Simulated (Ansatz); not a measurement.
The structure in question:

```cif
data_structure
_symmetry_space_group_name_H-M 'P 1'
_symmetry_Int_Tables_number 1
_cell_length_a 6.2733
_cell_length_b 6.2733
_cell_length_c 6.2733
_cell_angle_alpha 90.000
_cell_angle_beta 90.000
_cell_angle_gamma 90.000
_cell_volume 246.88
loop_
_atom_site_label
_atom_site_type_symbol
_atom_site_fract_x
_atom_site_fract_y
_atom_site_fract_z
_atom_site_occupancy
Zn1 Zn 0.50000 0.50000 0.00000 1
Zn2 Zn 0.50000 0.00000 0.50000 1
Zn3 Zn 0.00000 0.50000 0.50000 1
Zn4 Zn 0.00000 0.00000 0.00000 1
Se1 Se 0.10881 0.89119 0.39119 1
Se2 Se 0.89119 0.39119 0.10881 1
Se3 Se 0.39119 0.10881 0.89119 1
Se4 Se 0.60881 0.60881 0.60881 1
Se5 Se 0.89119 0.10881 0.60881 1
Se6 Se 0.10881 0.60881 0.89119 1
Se7 Se 0.60881 0.89119 0.10881 1
Se8 Se 0.39119 0.39119 0.39119 1
```

What does this file describe?

Answer. Its composition is ZnSe₂. Space group Pa-3 (No. 205), lattice primitive cubic. Among the common structure types it is pyrite. Cell content 4 Zn, 8 Se; Z = 4. The coordination shell of Zn holds six Se in an octahedral arrangement at 2.64 Å. Se is coordinated by three Zn and one Se in a distorted tetrahedral arrangement (2.64 Å to Zn, 2.36 Å to Se). The bonds build a three-dimensional framework.

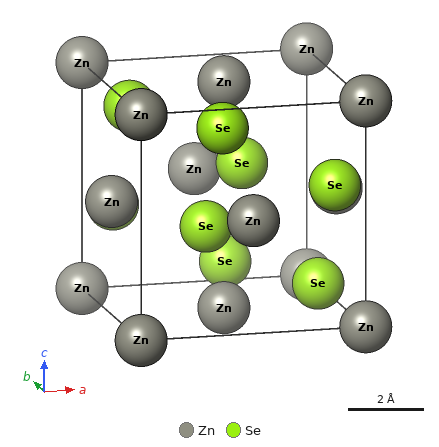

An orthographic spheres-only view of the structure, slightly off an axis. The wireframe shows the conventional unit cell.

Its origin is a structure listed in the Materials Project. Earlier steps of the study, as a rule a relaxation of our own, may have changed the cell and positions, so they can lie some per cent off the listed ones. Ansatz was used for an electronic-structure calculation on it.
